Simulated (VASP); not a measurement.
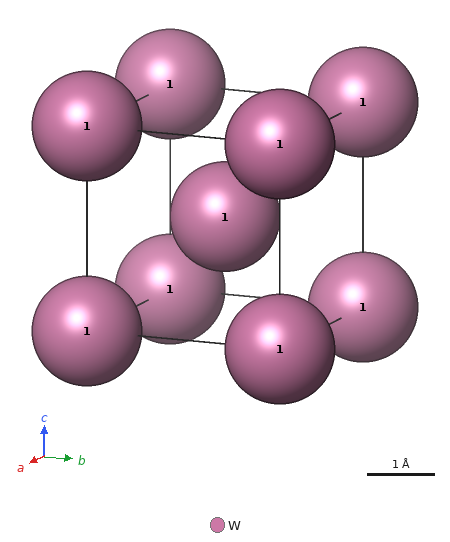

*The input geometry (spheres-only view of the cell 2 times as large as that of the calculation, set on its symmetry axes, seen slightly off an axis; atoms are numbered from 1 in the order of the input). An atom can appear more than once, as a periodic image.*

Run report: W, geometry relaxation (part 1 of 2)

- system: W (1 atom in the cell)
- method: Kohn-Sham DFT of a periodic cell, PBEsol, VASP PAW PBE potentials, recommended, no spin polarisation (VASP 6.6.1)

The structure derives from an entry of the Crystallography Open Database.

### OSZICAR
```
N       E                     dE             d eps       ncg     rms          rms(c)
DAV:   1     0.776855261768E+02    0.77686E+02   -0.79153E+03  4290   0.145E+03
DAV:   2    -0.129085416992E+02   -0.90594E+02   -0.87635E+02  4596   0.338E+02
DAV:   3    -0.144862722128E+02   -0.15777E+01   -0.15615E+01  4957   0.438E+01
DAV:   4    -0.144948964916E+02   -0.86243E-02   -0.86229E-02  4629   0.343E+00
DAV:   5    -0.144949627611E+02   -0.66269E-04   -0.66270E-04  4811   0.310E-01    0.217E+01
RMM:   6    -0.139451242085E+02    0.54984E+00   -0.59611E-01  4294   0.801E+00    0.888E+00
RMM:   7    -0.138041693553E+02    0.14095E+00   -0.45005E-01  4300   0.667E+00    0.814E-01
RMM:   8    -0.138006317596E+02    0.35376E-02   -0.16564E-02  4397   0.147E+00    0.198E-01
RMM:   9    -0.138006460110E+02   -0.14251E-04   -0.27838E-03  4305   0.653E-01    0.490E-02
RMM:  10    -0.138006764663E+02   -0.30455E-04   -0.30535E-04  4663   0.254E-01    0.797E-03
RMM:  11    -0.138006773383E+02   -0.87207E-06   -0.80682E-05  4358   0.125E-01    0.932E-03
RMM:  12    -0.138006787163E+02   -0.13779E-05   -0.18851E-05  4525   0.599E-02    0.823E-03
RMM:  13    -0.138006788994E+02   -0.18318E-06   -0.45199E-06  4159   0.282E-02    0.141E-03
RMM:  14    -0.138006790797E+02   -0.18025E-06   -0.78198E-07  3530   0.125E-02    0.574E-04
RMM:  15    -0.138006791235E+02   -0.43811E-07   -0.24984E-07  3076   0.639E-03
   1 F= -.13800679E+02 E0= -.13798944E+02  d E =-.138007E+02
       N       E                     dE             d eps       ncg     rms          rms(c)
DAV:   1    -0.139611217584E+02   -0.16044E+00   -0.40394E+00  4305   0.317E+01    0.585E+00
RMM:   2    -0.138141366216E+02    0.14699E+00   -0.19653E-01  4296   0.506E+00    0.136E+00
RMM:   3    -0.137873959119E+02    0.26741E-01   -0.95014E-02  4297   0.350E+00    0.110E+00
RMM:   4    -0.137882931323E+02   -0.89722E-03   -0.71068E-03  4556   0.114E+00    0.162E-01
RMM:   5    -0.137883159798E+02   -0.22848E-04   -0.15009E-03  4337   0.526E-01    0.422E-02
RMM:   6    -0.137883355613E+02   -0.19581E-04   -0.23495E-04  4636   0.224E-01    0.228E-02
RMM:   7    -0.137883400510E+02   -0.44898E-05   -0.45371E-05  4392   0.960E-02    0.270E-02
RMM:   8    -0.137883441537E+02   -0.41027E-05   -0.16571E-05  4424   0.529E-02    0.148E-02
RMM:   9    -0.137883403524E+02    0.38013E-05   -0.42743E-06  4267   0.275E-02    0.101E-02
RMM:  10    -0.137883400986E+02    0.25386E-06   -0.44589E-07  3458   0.993E-03    0.793E-03
RMM:  11    -0.137883394441E+02    0.65450E-06   -0.68687E-07  4171   0.105E-02    0.556E-03
RMM:  12    -0.137883391743E+02    0.26980E-06   -0.13449E-06  4259   0.142E-02    0.468E-04
RMM:  13    -0.137883392219E+02   -0.47634E-07   -0.94593E-08  2630   0.402E-03
   2 F= -.13788339E+02 E0= -.13786620E+02  d E =0.123399E-01
       N       E                     dE             d eps       ncg     rms          rms(c)
DAV:   1    -0.139088729461E+02   -0.12053E+00   -0.25641E+00  4557   0.259E+01    0.430E+00
RMM:   2    -0.138165218814E+02    0.92351E-01   -0.13264E-01  4290   0.408E+00    0.107E+00
RMM:   3    -0.138010503723E+02    0.15472E-01   -0.60084E-02  4297   0.276E+00    0.776E-01
RMM:   4    -0.138016593125E+02   -0.60894E-03   -0.43589E-03  4561   0.889E-01    0.242E-01
RMM:   5    -0.138016546535E+02    0.46589E-05   -0.10159E-03  4358   0.424E-01    0.217E-02
RMM:   6    -0.138016705526E+02   -0.15899E-04   -0.17317E-04  4647   0.184E-01    0.221E-02
RMM:   7    -0.138016740674E+02   -0.35148E-05   -0.24605E-05  4386   0.710E-02    0.108E-02
RMM:   8    -0.138016733085E+02    0.75887E-06   -0.74997E-06  4302   0.411E-02    0.142E-03
RMM:   9    -0.138016732988E+02    0.97059E-08   -0.21791E-06  4000   0.201E-02    0.315E-03
RMM:  10    -0.138016732720E+02    0.26767E-07   -0.17743E-07  2946   0.569E-03
   3 F= -.13801673E+02 E0= -.13799953E+02  d E =-.994149E-03
       N       E                     dE             d eps       ncg     rms          rms(c)
DAV:   1    -0.138016765861E+02   -0.32873E-05   -0.76288E-05  4739   0.139E-01    0.237E-02
RMM:   2    -0.138016737526E+02    0.28335E-05   -0.38050E-06  4291   0.223E-02    0.572E-03
RMM:   3    -0.138016733139E+02    0.43875E-06   -0.18166E-06  4276   0.152E-02    0.453E-03
RMM:   4    -0.138016734626E+02   -0.14866E-06   -0.13214E-07  2709   0.476E-03    0.113E-03
RMM:   5    -0.138016734494E+02    0.13134E-07   -0.30149E-08  2488   0.220E-03
   4 F= -.13801673E+02 E0= -.13799954E+02  d E =-.994326E-03
       N       E                     dE             d eps       ncg     rms          rms(c)
DAV:   1    -0.138016821680E+02   -0.87054E-05   -0.21916E-04  4674   0.236E-01    0.408E-02
RMM:   2    -0.138016743089E+02    0.78591E-05   -0.11008E-05  4291   0.375E-02    0.990E-03
RMM:   3    -0.138016728159E+02    0.14930E-05   -0.52695E-06  4297   0.258E-02    0.762E-03
RMM:   4    -0.138016726466E+02    0.16926E-06   -0.36946E-07  4014   0.815E-03    0.189E-03
RMM:   5    -0.138016726645E+02   -0.17887E-07   -0.94338E-08  2622   0.402E-03
   5 F= -.13801673E+02 E0= -.13799953E+02  d E =0.784893E-06
       N       E                     dE             d eps       ncg     rms          rms(c)
DAV:   1    -0.138016788645E+02   -0.62179E-05   -0.12825E-04  4575   0.180E-01    0.314E-02
RMM:   2    -0.138016740506E+02    0.48139E-05   -0.64798E-06  4291   0.289E-02    0.764E-03
RMM:   3    -0.138016732863E+02    0.76428E-06   -0.31053E-06  4287   0.198E-02    0.584E-03
RMM:   4    -0.138016734887E+02   -0.20239E-06   -0.22320E-07  2949   0.624E-03    0.143E-03
RMM:   5    -0.138016734716E+02    0.17047E-07   -0.51621E-08  2485   0.289E-03
   6 F= -.13801673E+02 E0= -.13799954E+02  d E =-.222076E-07
```

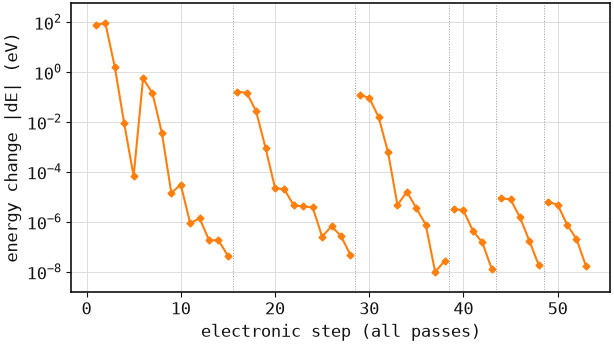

*Convergence of the self-consistent field: energy change |dE| against the electronic step. Each stretch between dotted lines is the SCF of one geometry step of a relaxation.*

The 6 ionic steps take 5 to 15 electronic steps each. The density is held fixed in the first few steps, and dE rises again when its update begins.

### Parts of OUTCAR
```
PREC = Accurate
   ENCUT = 520
   EDIFF = 1E-7
   ISMEAR = 0
   LREAL = False
   LASPH = True
   NELM = 80
   ISIF = 3
   GGA = PS
   IBRION = 2
   NSW = 80
   EDIFFG = -0.002

 ion  position               nearest neighbor table
   1  0.000  0.000  0.000-

  LATTYP: Found a body centered cubic cell.
 ALAT       =     3.1646900000

  Lattice vectors:

 A1 = (  -1.5823450000,   1.5823450000,   1.5823450000)
 A2 = (   1.5823450000,  -1.5823450000,   1.5823450000)
 A3 = (   1.5823450000,   1.5823450000,  -1.5823450000)

Analysis of symmetry for initial positions (statically):
=====================================================================
 Subroutine PRICEL returns:
 Original cell was already a primitive cell.

 Routine SETGRP: Setting up the symmetry group for a
 body centered cubic supercell.

 Subroutine GETGRP returns: Found 48 space group operations
 (whereof 48 operations were pure point group operations)
 out of a pool of 48 trial point group operations.

The static configuration has the point symmetry O_h .

Analysis of symmetry for dynamics (positions and initial velocities):
=====================================================================
 Subroutine PRICEL returns:
 Original cell was already a primitive cell.

 Routine SETGRP: Setting up the symmetry group for a
 body centered cubic supercell.

 Subroutine GETGRP returns: Found 48 space group operations
 (whereof 48 operations were pure point group operations)
 out of a pool of 48 trial point group operations.

The dynamic configuration has the point symmetry O_h .

 Subroutine INISYM returns: Found 48 space group operations
 (whereof 48 operations are pure point group operations),
 and found     1 'primitive' translations

----------------------------------------------------------------------------------------

                                     Primitive cell

  volume of cell :      15.8476

  direct lattice vectors                    reciprocal lattice vectors
    -1.582345000  1.582345000  1.582345000     0.000000000  0.315986716  0.315986716
     1.582345000 -1.582345000  1.582345000     0.315986716  0.000000000  0.315986716
     1.582345000  1.582345000 -1.582345000     0.315986716  0.315986716  0.000000000

  length of vectors
     2.740701935  2.740701935  2.740701935     0.446872699  0.446872699  0.446872699

  position of ions in fractional coordinates (direct lattice)
     0.000000000  0.000000000  0.000000000

  ion indices of the primitive-cell ions
   primitive index   ion index
                 1           1

----------------------------------------------------------------------------------------

 KPOINTS: regular mesh

Automatic generation of k-mesh.
 Grid dimensions read from file:
 generate k-points for:   18   18   18

 Generating k-lattice:

  Cartesian coordinates                     Fractional coordinates (reciprocal lattice)
     0.000000000  0.017554818  0.017554818     0.055555556  0.000000000  0.000000000
     0.017554818  0.000000000  0.017554818     0.000000000  0.055555556  0.000000000
     0.017554818  0.017554818  0.000000000     0.000000000  0.000000000  0.055555556

  Length of vectors
     0.024826261  0.024826261  0.024826261

  Shift w.r.t. Gamma in fractional coordinates (k-lattice)
     0.000000000  0.000000000  0.000000000

 Subroutine IBZKPT returns following result:
 ===========================================

 Found    195 irreducible k-points:

 Following reciprocal coordinates:
            Coordinates               Weight
  0.000000  0.000000  0.000000      1.000000
  0.055556  0.000000  0.000000     12.000000
  0.111111  0.000000  0.000000     12.000000
  0.166667  0.000000  0.000000     12.000000
  0.222222  0.000000  0.000000     12.000000
  0.277778  0.000000  0.000000     12.000000
  0.333333  0.000000  0.000000     12.000000
  0.388889  0.000000  0.000000     12.000000
  0.444444  0.000000  0.000000     12.000000
  0.500000  0.000000  0.000000      6.000000
  0.055556  0.055556  0.000000     24.000000
  0.111111  0.055556  0.000000     48.000000
  0.166667  0.055556  0.000000     48.000000
  0.222222  0.055556  0.000000     48.000000
  0.277778  0.055556  0.000000     48.000000
  0.333333  0.055556  0.000000     48.000000
  0.388889  0.055556  0.000000     48.000000
  0.444444  0.055556  0.000000     48.000000
  0.111111  0.111111  0.000000     24.000000
  0.166667  0.111111 -0.000000     48.000000
  0.222222  0.111111  0.000000     48.000000
  0.277778  0.111111  0.000000     48.000000
  0.333333  0.111111 -0.000000     48.000000
  0.388889  0.111111  0.000000     48.000000
 [... further k-points ...]
   k-points           NKPTS =    195   k-points in BZ     NKDIM =    195   number of bands    NBANDS=     11
   number of dos      NEDOS =    301   number of ions     NIONS =      1
   total plane-waves  NPLWV =   8000
   dimension x,y,z NGX =    20 NGY =   20 NGZ =   20
   dimension x,y,z NGXF=    40 NGYF=   40 NGZF=   40
   ions per type =               1
   NGX,Y,Z   is equivalent  to a cutoff of  12.13, 12.13, 12.13 a.u.
   NGXF,Y,Z  is equivalent  to a cutoff of  24.26, 24.26, 24.26 a.u.
 SYSTEM =  unknown system
   PREC   = accura    normal or accurate (medium, high low for compatibility)
   ISTART =      0    job   : 0-new  1-cont  2-samecut
   ICHARG =      2    charge: 1-file 2-atom 10-const
   ISPIN  =      1    spin polarized calculation?
   LNONCOLLINEAR =      F non collinear calculations
   LSORBIT =      F    spin-orbit coupling
   LASPH  =      T    aspherical Exc in radial PAW
   ENCUT  =  520.0 eV  38.22 Ry    6.18 a.u.   5.10  5.10  5.10*2*pi/ulx,y,z
   NELM   =     80;   NELMIN=  2; NELMDL= -5     # of ELM steps
   EDIFF  = 0.1E-06   stopping-criterion for ELM
   LREAL  =      F    real-space projection
   EDIFFG = -.2E-02   stopping-criterion for IOM
   NSW    =     80    number of steps for IOM
   IBRION =      2    ionic relax: 0-MD 1-quasi-New 2-CG
   NFREE  =      1    steps in history (QN), initial steepest desc. (CG)
   ISIF   =      3    stress and relaxation
   ISYM   =      2    0-nonsym 1-usesym 2-fastsym
   POTIM  = 0.5000    time-step for ionic-motion
   TEBEG  =    0.0;   TEEND  =   0.0 temperature during run
   PSTRESS=    0.0 pullay stress
   NELECT =      14.0000    total number of electrons
   NUPDOWN=      -1.0000    fix difference up-down
   EMIN   =  10.00;   EMAX   =-10.00  energy-range for DOS
   EFERMI =   0.00;   METHOD = LEGACY
   ISMEAR =     0;   SIGMA  =   0.10  broadening in eV -4-tet -1-fermi 0-gaus
   EFERMI_NEDOS =   21; number of points for ismear=-14 and -15
   IALGO  =     68    algorithm
   IMIX   =      4    mixing-type and parameters
     AMIX     =   0.40;   BMIX     =  1.00
     AMIX_MAG =   1.60;   BMIX_MAG =  1.00
  volume/ion in A,a.u.               =      15.85       106.94
  Fermi-wavevector in a.u.,A,eV,Ry     =   1.570832  2.968442 33.572544  2.467512
  Thomas-Fermi vector in A             =   2.672506
   LORBIT       =      0    0 simple, 1 ext, 2 COOP (PROOUT), +10 PAW based schemes
   GGA     = PS    functional components
   LHFCALC =     F    Hartree Fock is set to
   AEXX    =    0.0000 exact exchange contribution
   IVDW    =     0    specifies the selected vdW correction
   LEPSILON=     F    determine dielectric tensor
   LRPA    =     F    only Hartree local field effects (RPA)
 conjugate gradient relaxation of ions
 non-spin polarized calculation
 RMM-DIIS sequential band-by-band and
 Gauss-broadening in eV      SIGMA  =   0.10
  energy-cutoff  :      520.00
  volume of cell :       15.85
 maximum number of plane-waves:       440
   NGX = 11   NGY = 11   NGZ = 11

--------------------------------------- Ionic step        1  -------------------------------------------

 number of electron      14.0000004 magnetization

 Free energy of the ion-electron system (eV)
  ---------------------------------------------------
  ext. energy  EPLUGINS =         0.00000000
  ---------------------------------------------------
  free energy    TOTEN  =       -13.80067912 eV

  energy without entropy =      -13.79720872  energy(sigma->0) =      -13.79894392

------------------------ aborting loop because EDIFF is reached ----------------------------------------

  FORCE on cell =-STRESS in cart. coord.  units (eV):
  Direction    XX          YY          ZZ          XY          YZ          ZX
  --------------------------------------------------------------------------------------
  -------------------------------------------------------------------------------------
  Total       -0.2493713     -0.2493713     -0.2493713      0.0000000      0.0000000     -0.0000000
  in kB      -25.2112016    -25.2112016    -25.2112016      0.0000000      0.0000000     -0.0000000
  external PRESSURE =     -25.2112016 kB  Pullay stress =       0.0000000 kB

 VOLUME and BASIS-vectors are now :
 -----------------------------------------------------------------------------
  energy-cutoff  :      520.00
  volume of cell :       15.85
      direct lattice vectors                 reciprocal lattice vectors
    -1.582345000  1.582345000  1.582345000     0.000000000  0.315986716  0.315986716
     1.582345000 -1.582345000  1.582345000     0.315986716  0.000000000  0.315986716
     1.582345000  1.582345000 -1.582345000     0.315986716  0.315986716  0.000000000

 POSITION                                       TOTAL-FORCE (eV/Angst)
 -----------------------------------------------------------------------------------
      0.00000      0.00000      0.00000         0.000000      0.000000     -0.000000
```
